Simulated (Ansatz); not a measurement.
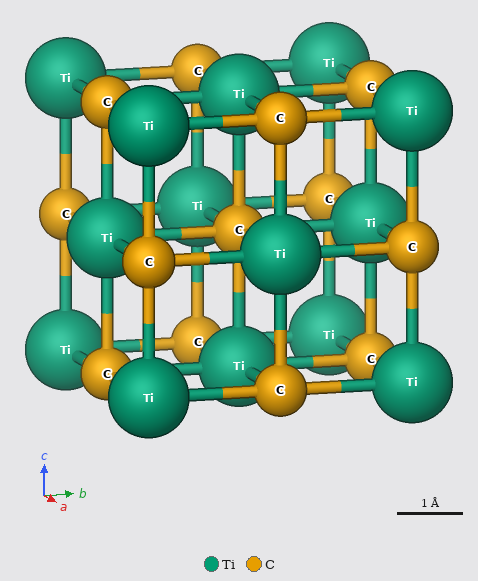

Phonons of crystalline TiC (a generated structure) at a fixed volume, space group Fm-3m (No. 225), at the zone centre. The picture is a ball-and-stick view of the conventional cell (4 times the calculation's cell), seen slightly off an axis. Lengths and directions refer to the drawn axes.

Theory: DFT PBEsol, scalar-relativistic, plane waves, PAW (Ansatz 0.2.0).

The input:
```yaml
crystal:
  lattice:
    - [0.0, 2.1452, 2.1452]
    - [2.1452, 0.0, 2.1452]
    - [2.1452, 2.1452, 0.0]
  atoms:
    - { symbol: Ti, position: [0.0, 0.0, 0.0] }
    - { symbol: C, position: [0.5, 0.5, 0.5] }
basis:
  ecutwfc: 420
kpoints:
  mp_grid: { grid: [12, 12, 12] }
hamiltonian:
  xc: pbesol
scf:
  occupations: { method: fermi_dirac, width: 0.15 }
output:
  eigenvalues: true
phonons:
  method: dfpt
  eigenvectors: true
```

Launched with:
```bash
ansatz run input.yaml --threads 4 --pin off --max-ram 12288MiB --backend cpu --events-out ev --progress --plain --runs-dir out
```

The frequencies depend somewhat on the k-mesh and the smearing.

### Which optical modes does it have, at what frequencies, and is it stable there?

The calculation's cell holds 2 atoms, so there are 3 optical modes, in 1 level. The optical modes span T₁u. No level is unstable.

| level | symmetry | frequency (cm⁻¹) | activity |
| --- | --- | --- | --- |
| 1 | T₁u | 543 | infrared-active |

The crystal is a metal, so free carriers screen the infrared response.

The modes drawn as arrows (one member of each degenerate set):

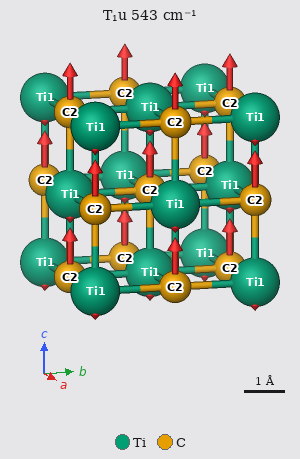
